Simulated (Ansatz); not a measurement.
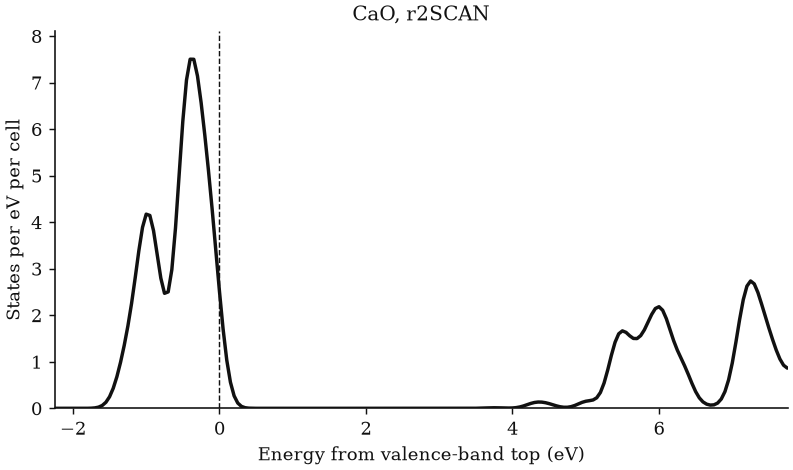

Density of states. Energies are counted from the top of the valence band. The curve is built from the levels of the k mesh with Gaussians 0.3 eV wide, which also blur the band edges.

Input of the run:

```
crystal:
  lattice:
    - [0.0, 2.606731739, 2.606731739]
    - [2.606731739, 0.0, 2.606731739]
    - [2.606731739, 2.606731739, 0.0]
  atoms:
    - { symbol: Ca, position: [0.0, 0.0, 0.0] }
    - { symbol: O, position: [0.25, 0.25, 0.25] }
kpoints:
  mp_grid: { grid: [8, 8, 8] }
  band_path:
    path:
      - [0.0, 0.0, 0.0]
      - [-0.5, -0.5, 0.0]
      - [-0.375, -0.375, 0.25]
      - [-0.375, 0.0, 0.375]
      - [0.0, 0.0, 0.5]
      - [-0.5, -0.25, 0.25]
      - [0.25, -0.5, -0.25]
    npoints: 1
hamiltonian:
  xc: r2scan
scf:
  occupations: { method: fixed }
  n_extra_bands: 4
output:
  forces: true
  stress: true
  eigenvalues: true
```

Run as:
```bash
ansatz run input.yaml --threads 2 --pin off --max-ram 2211MiB --backend cpu --events-out ev --progress --plain --runs-dir out
```

> Is there a gap at the Fermi level, and how wide?

There is a gap; over the k points computed it is 3.76 eV (indirect; the smallest direct gap is 4.37 eV).

> Where is the tallest peak of the filled states in the window?

Within the window shown, the tallest peak of the filled states lies 0.4 eV under the valence-band top, at about 7.5 states per eV and cell.

> How wide is the upper valence band?

The upper group of valence states starts about 1.4 eV under the valence-band top, with a gap beneath it; it holds about 6 electrons a cell.
